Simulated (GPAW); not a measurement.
# How the smearing moves the magnetism of free-standing square Co monolayer, spacing 2.8 A, part 2 of 2

Wanted: the cheapest choice of the smearing that holds the magnetic results of free-standing square Co monolayer, spacing 2.8 A.

GPAW 26.7.0; PBE; plane waves with GPAW's PAW setups, scalar-relativistic.

So far, largest spin moment in the augmentation sphere (μB): step 2 (rung 1 (width 0.4 eV), start ferro +) 1.99; step 4 (rung 2 (width 0.2 eV), start ferro +) 2.09; step 5 (rung 2 (width 0.2 eV), start antiferro q=(0,1/2,0) +-) 2.00; step 6 (rung 3 (width 0.1 eV), start ferro +) 2.09; step 7 (rung 3 (width 0.1 eV), start antiferro q=(0,1/2,0) +-) 2.02.

### Step 8. Rung 4 (width 0.05 eV), start ferro +

The input, order1.py:

```python
import json
import numpy as np
from ase import Atoms
from ase.parallel import paropen, parprint
from gpaw import GPAW

atoms = Atoms(['Co'],
    cell=[[2.8, 0.0, 0.0],
         [0.0, 2.8, 0.0],
         [0.0, 0.0, 14.0]],
    scaled_positions=[[0.0, 0.0, 0.5]],
    pbc=True,
    magmoms=[2.0])
atoms.calc = GPAW(mode={'name': 'pw', 'ecut': 550},
    xc='PBE',
    kpts={'size': (10, 10, 1), 'gamma': True},
    occupations={'name': 'fermi-dirac', 'width': 0.05},
    convergence={'density': 1e-05, 'energy': 1e-05},
    maxiter=200,
    symmetry={'tolerance': 1e-4},
    txt='order1.txt')
e = atoms.get_potential_energy(force_consistent=True)
res = {'free_energy': e, 'energy_sigma0': atoms.get_potential_energy(), 'fermi_energy': atoms.calc.get_fermi_level()}
res['moments'] = atoms.get_magnetic_moments().tolist()
res['total'] = atoms.get_magnetic_moment()
parprint('site moments (muB):', np.round(res['moments'], 3))
parprint(f"total moment: {res['total']:.3f} muB")
parprint(f'free energy: {e:.6f} eV')
atoms.calc.write('order1.gpw')
with paropen('results.json', 'w') as f:
    json.dump(res, f)
```

Command:

```
$ OMP_NUM_THREADS=1 python3 order1.py > order1.log
```

Output:

```text
site moments (muB): [2.097]
total moment: 2.218 muB
free energy: -5.521923 eV

--- order1.txt ---
Input parameters:
  mode=PW(ecut=550),
  convergence={'density': 1e-05, 'energy': 1e-05},
  kpts=MonkhorstPack(size=(10, 10, 1), gamma=True),
  maxiter=200,
  occupations=Occupations(name='fermi-dirac', width=0.05),
  symmetry=Symmetry(tolerance=0.0001),
  xc=XC(name='PBE')

Diagonalizing LCAO Hamiltonian
[...]
|          3 |        -4.438 |     1.000 |        -2.651 |     0.334 |
|          4 |        -4.207 |     1.000 |        -2.539 |     0.050 |
|          5 |        -4.207 |     1.000 |        -1.581 |     0.000 |
|          6 |        -1.761 |     0.000 |        -1.533 |     0.000 |
|          7 |         1.176 |     0.000 |         1.264 |     0.000 |
|          8 |         2.354 |     0.000 |         2.384 |     0.000 |

No gap
No difference between direct/indirect transitions


[key lines of the parts left out:]
Free energy:      -5.521923
Converged in 20 steps
dipole moment: (-7.457428, -7.457428, -0.000006)  # |e|*Ang
Fermi level: -2.686
```

Run time: 25 s. Hardware: 1 MPI rank of Intel Xeon Platinum 8488C (Sapphire Rapids), shared host; peak memory 0.21 GiB.

Read from the output:

| Quantity | Value |
| --- | --- |
| magnetization | 2.218 μB |
| final state | ferromagnetic |
| largest moment | 2.097 μB |

The largest moment is that of rung 3, at 1.0 times its CPU time.

### Step 9. Rung 4 (width 0.05 eV), start antiferro q=(0,1/2,0) +-

The input, order2.py:

```python
import json
import numpy as np
from ase import Atoms
from ase.parallel import paropen, parprint
from gpaw import GPAW

atoms = Atoms(['Co', 'Co'],
    cell=[[2.8, 0.0, 0.0],
         [0.0, 5.6, 0.0],
         [0.0, 0.0, 14.0]],
    scaled_positions=[[0.0, 0.0, 0.5],
         [0.0, 0.5, 0.5]],
    pbc=True,
    magmoms=[2.0, -2.0])
atoms.calc = GPAW(mode={'name': 'pw', 'ecut': 550},
    xc='PBE',
    kpts={'size': (10, 5, 1), 'gamma': True},
    occupations={'name': 'fermi-dirac', 'width': 0.05},
    convergence={'density': 1e-05, 'energy': 1e-05},
    maxiter=200,
    symmetry={'tolerance': 1e-4},
    txt='order2.txt')
e = atoms.get_potential_energy(force_consistent=True)
res = {'free_energy': e, 'energy_sigma0': atoms.get_potential_energy(), 'fermi_energy': atoms.calc.get_fermi_level()}
res['moments'] = atoms.get_magnetic_moments().tolist()
res['total'] = atoms.get_magnetic_moment()
parprint('site moments (muB):', np.round(res['moments'], 3))
parprint(f"total moment: {res['total']:.3f} muB")
parprint(f'free energy: {e:.6f} eV')
atoms.calc.write('order2.gpw')
with paropen('results.json', 'w') as f:
    json.dump(res, f)
```

Command:

```
$ OMP_NUM_THREADS=1 python3 order2.py > order2.log
```

Output:

```text
site moments (muB): [ 2.025 -2.025]
total moment: -0.000 muB
free energy: -10.852167 eV

--- order2.txt ---
Input parameters:
  mode=PW(ecut=550),
  convergence={'density': 1e-05, 'energy': 1e-05},
  kpts=MonkhorstPack(size=(10, 5, 1), gamma=True),
  maxiter=200,
  occupations=Occupations(name='fermi-dirac', width=0.05),
  symmetry=Symmetry(tolerance=0.0001),
  xc=XC(name='PBE')

Diagonalizing LCAO Hamiltonian
[...]
|          3 |        -4.761 |     1.000 |        -4.761 |     1.000 |
|          4 |        -4.583 |     1.000 |        -4.583 |     1.000 |
[...]
|         11 |        -1.690 |     0.000 |        -1.690 |     0.000 |
|         12 |        -1.658 |     0.000 |        -1.658 |     0.000 |
|         13 |        -0.192 |     0.000 |        -0.192 |     0.000 |
|         14 |         1.233 |     0.000 |         1.233 |     0.000 |

No gap
No difference between direct/indirect transitions


[key lines of the parts left out:]
Free energy:     -10.852167
Converged in 19 steps
dipole moment: (-14.911412, -14.911413, -0.000012)  # |e|*Ang
Fermi level: -2.718
```

The job ended after 57 s (1 MPI rank; peak memory 0.31 GiB).

This step gave:

```yaml
magnetization: 0 μB
final_state: antiferromagnetic
largest_moment: 2.025 μB
```

This start lies +95.8 meV a seeded atom from the first, a change of -3.3 meV since rung 3; its largest moment is 2.03 μB.

### Step 10. Rung 5 (width 0.02 eV), start ferro +

order1.py is the script of step 8 with these lines changed:

```diff
@@ -16,3 +16,3 @@
     kpts={'size': (10, 10, 1), 'gamma': True},
-    occupations={'name': 'fermi-dirac', 'width': 0.05},
+    occupations={'name': 'fermi-dirac', 'width': 0.02},
     convergence={'density': 1e-05, 'energy': 1e-05},
```

Command:

```
$ OMP_NUM_THREADS=1 python3 order1.py > order1.log
```

Output:

```text
site moments (muB): [2.1]
total moment: 2.220 muB
free energy: -5.511089 eV

--- order1.txt ---
Input parameters:
  mode=PW(ecut=550),
  convergence={'density': 1e-05, 'energy': 1e-05},
  kpts=MonkhorstPack(size=(10, 10, 1), gamma=True),
  maxiter=200,
  occupations=Occupations(name='fermi-dirac', width=0.02),
  symmetry=Symmetry(tolerance=0.0001),
  xc=XC(name='PBE')

Diagonalizing LCAO Hamiltonian
[...]
|          3 |        -4.445 |     1.000 |        -2.660 |     0.167 |
|          4 |        -4.213 |     1.000 |        -2.540 |     0.001 |
|          5 |        -4.213 |     1.000 |        -1.599 |     0.000 |
|          6 |        -1.760 |     0.000 |        -1.534 |     0.000 |
|          7 |         1.176 |     0.000 |         1.265 |     0.000 |
|          8 |         2.354 |     0.000 |         2.385 |     0.000 |

No gap
No difference between direct/indirect transitions


[key lines of the parts left out:]
Free energy:      -5.511089
Converged in 58 steps
dipole moment: (-7.457861, -7.457861, -0.000006)  # |e|*Ang
Fermi level: -2.692
```

Elapsed: 64 s, on 1 MPI rank; peak memory 0.21 GiB.

This step gave:

- magnetization: 2.220 μB
- final state: ferromagnetic
- largest moment: 2.100 μB

The largest moment is that of rung 4, at 2.6 times its CPU time.

### Step 11. Rung 5 (width 0.02 eV), start antiferro q=(0,1/2,0) +-

order2.py is the script of step 9 with these lines changed:

```diff
@@ -17,3 +17,3 @@
     kpts={'size': (10, 5, 1), 'gamma': True},
-    occupations={'name': 'fermi-dirac', 'width': 0.05},
+    occupations={'name': 'fermi-dirac', 'width': 0.02},
     convergence={'density': 1e-05, 'energy': 1e-05},
```

Command:

```
$ OMP_NUM_THREADS=1 python3 order2.py > order2.log
```

Output:

```text
site moments (muB): [ 2.042 -2.042]
total moment: 0.000 muB
free energy: -10.836085 eV

--- order2.txt ---
Input parameters:
  mode=PW(ecut=550),
  convergence={'density': 1e-05, 'energy': 1e-05},
  kpts=MonkhorstPack(size=(10, 5, 1), gamma=True),
  maxiter=200,
  occupations=Occupations(name='fermi-dirac', width=0.02),
  symmetry=Symmetry(tolerance=0.0001),
  xc=XC(name='PBE')

Diagonalizing LCAO Hamiltonian
[...]
|          3 |        -4.783 |     1.000 |        -4.783 |     1.000 |
|          4 |        -4.614 |     1.000 |        -4.614 |     1.000 |
[...]
|         11 |        -1.685 |     0.000 |        -1.685 |     0.000 |
|         12 |        -1.662 |     0.000 |        -1.662 |     0.000 |
|         13 |        -0.199 |     0.000 |        -0.199 |     0.000 |
|         14 |         1.232 |     0.000 |         1.232 |     0.000 |

No gap
No difference between direct/indirect transitions


[key lines of the parts left out:]
Free energy:     -10.836085
Converged in 19 steps
dipole moment: (-14.915794, -14.915796, -0.000012)  # |e|*Ang
Fermi level: -2.710
```

Run time: 57 s. Hardware: 1 MPI rank; peak memory 0.31 GiB.

Read from the output:

* magnetization: 0 μB
* final state: antiferromagnetic
* largest moment: 2.042 μB

This start lies +93.0 meV a seeded atom from the first, a change of -2.8 meV since rung 4; its largest moment is 2.04 μB.

### Step 12. An attempt with other settings

An input with a fault is tried, to see how the program answers.

The input, run.py:

```python
import json
import numpy as np
from ase import Atoms
from ase.parallel import paropen, parprint
from gpaw import GPAW

atoms = Atoms(['Co'],
    cell=[[2.8, 0.0, 0.0],
         [0.0, 2.8, 0.0],
         [0.0, 0.0, 14.0]],
    scaled_positions=[[0.0, 0.0, 0.5]],
    pbc=True,
    magmoms=[2.0])
atoms.calc = GPAW(mode={'name': 'pw', 'ecut': 550},
    xc='PBE',
    kpts={'size': (10, 10, 1), 'gamma': True},
    occupations={'name': 'fermi-dirac', 'width': 0.05},
    convergence={'density': 1e-05, 'energy': 1e-05},
    maxiter=2,
    symmetry={'tolerance': 1e-4},
    txt='run.txt')
e = atoms.get_potential_energy(force_consistent=True)
res = {'free_energy': e, 'energy_sigma0': atoms.get_potential_energy(), 'fermi_energy': atoms.calc.get_fermi_level()}
res['moments'] = atoms.get_magnetic_moments().tolist()
res['total'] = atoms.get_magnetic_moment()
parprint('site moments (muB):', np.round(res['moments'], 3))
parprint(f"total moment: {res['total']:.3f} muB")
parprint(f'free energy: {e:.6f} eV')
atoms.calc.write('run.gpw')
with paropen('results.json', 'w') as f:
    json.dump(res, f)
```

Command:

```
$ OMP_NUM_THREADS=1 python3 run.py > run.log
```

Output:

```text
gpaw.KohnShamConvergenceError

--- run.txt ---
Input parameters:
  mode=PW(ecut=550),
  convergence={'density': 1e-05, 'energy': 1e-05},
  kpts=MonkhorstPack(size=(10, 10, 1), gamma=True),
  maxiter=2,
  occupations=Occupations(name='fermi-dirac', width=0.05),
  symmetry=Symmetry(tolerance=0.0001),
  xc=XC(name='PBE')

Diagonalizing LCAO Hamiltonian
Converting LCAO to pw mode
   .------.
  /|      |
 * |      |
 | |      |
 | |      |
 | |      |
 | |      |
 | |      |
[...]
Co|      |
[...]
| |      |
 | |      |
 | |      |
 | |      |
 | .------.
 |/      /
 *------*

Atoms  # Å, Bohr magnetons
|   | symbol |        x |        y |        z |    initial magnetic moments |
|---|--------|----------|----------|----------|-----------------------------|
| 0 |     Co | 0.000000 | 0.000000 | 7.000000 | ( 0.0000,  0.0000,  2.0000) |

Number of symmetries: 16

BZ-sampling:
  Number of BZ points: 100
  Number of IBZ points: 21

  Monkhorst-Pack size: [10, 10, 1]
  Monkhorst-Pack shift: [0.05, 0.05, 0.0]

Plane wave coefficients: 3257
Cutoff: 550.0 eV

Spin-components: 2 (collinear spins)
Bands:           9
Projectors:      6
Spin-degeneracy: 1
Datatype:        complex128

Parallelization:
  kpt:    1
  domain: 1
  band:   1

Density:
  Valence electrons: 9.0
  Components: 2
  Grid points: [16 16 80]
  Charge: 0.0  # |e|

Potential:
  Grid points: [16 16 80]

[... setups left out ...]
Reference energy: -37902.709906  # eV

convergence criteria:
- Maximum integral of absolute [dens]ity change: 1e-05 electrons / valence electron
- Maximum [total energy] change in last 3 cyles: 1e-05 eV / valence electron
- Maximum integral of absolute [eigenst]ate change: 4e-08 eV^2 / valence electron
maximum number of iterations: 2

SCF iterations
|iter     |      energy | eigst |  dens |  magmom |
|---------|-------------|-------|-------|---------|
|iter:   1|       0s |   -5.943033 | -0.26 |       |  +2.0031|
|iter:   2|       1s |   -5.667073 | -1.35 | -0.78 |  +1.9961|
```

Wall time 5.1 s (1 MPI rank); peak memory 0.2 GiB.

The run stopped without converging, so none of its numbers is a property of the system.

The fault put into the input: too few SCF iterations.

The limit on cycles came before convergence; raising it mends this.

### Step 13. Side by side

Ladder, by row:

| rung | smearing (eV) | state from the first start | state from the second start | second less first (meV a seeded atom) | moment, first (μB) | moment, second (μB) | CPU time (s) |
| --- | --- | --- | --- | --- | --- | --- | --- |
| 1 | 0.4 | ferromagnetic | antiferromagnetic | 43.6 | 1.99 | 1.905 | 67.79 |
| 2 | 0.2 | ferromagnetic | antiferromagnetic | 94.61 | 2.088 | 2.005 | 97.25 |
| 3 | 0.1 | ferromagnetic | antiferromagnetic | 99.17 | 2.093 | 2.017 | 80.03 |
| 4 | 0.05 | ferromagnetic | antiferromagnetic | 95.84 | 2.097 | 2.025 | 81.2 |
| 5 | 0.02 | ferromagnetic | antiferromagnetic | 93.05 | 2.1 | 2.042 | 120.4 |

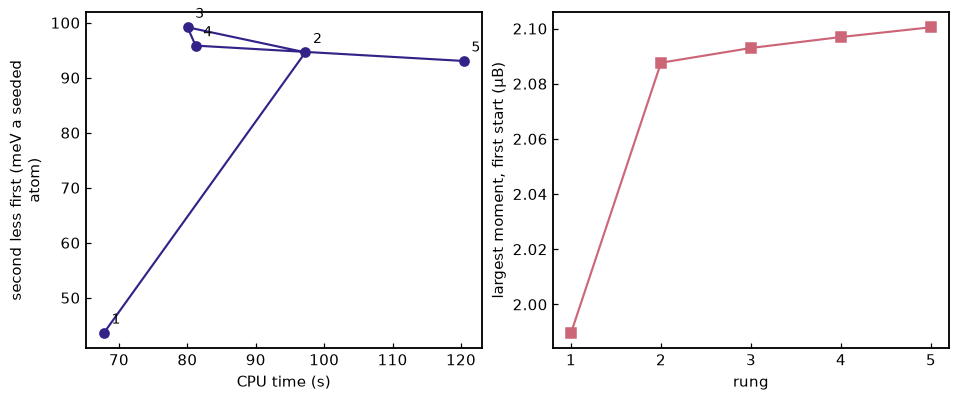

Result against cost, rungs numbered as in the table, and the moment by rung.

### Step 14. Summary of results

- range of the moment in the table, first start: 1.99 to 2.10 μB
- range of CPU time: 68 s to 2 min
- range of the energy difference: 43.6 to 99.2 meV a seeded atom
- first rung from which all stay within 4.7 meV of the last: 4

From rung 4 on the result stays within 2.8 meV of the last rung, inside the margin of 4.7 meV set for it, at 67 % of the last rung's cost. The first start ends lower on every rung of the table; whether functional and cell give the true order is another question. The mesh stays the same, and a narrow smearing needs a finer one, so the last rung is no sure reference.

[Logs and program files are shortened in this print: banners, set-up blocks, solver, clock and traceback lines can be left out without a mark of their own.]

[Logs are printed without paths, hosts, clocks, repeated set-up lines and the standing remarks that a program may print on its own settings, such as how far it seeks lower states.]

[Hosts, paths, dates, database ids (printed as entryN), source tags and the programs' standing remarks are cut or masked in the printed files.]

[Where a cell is said to come from a database of computed structures, the database is the Materials Project.]
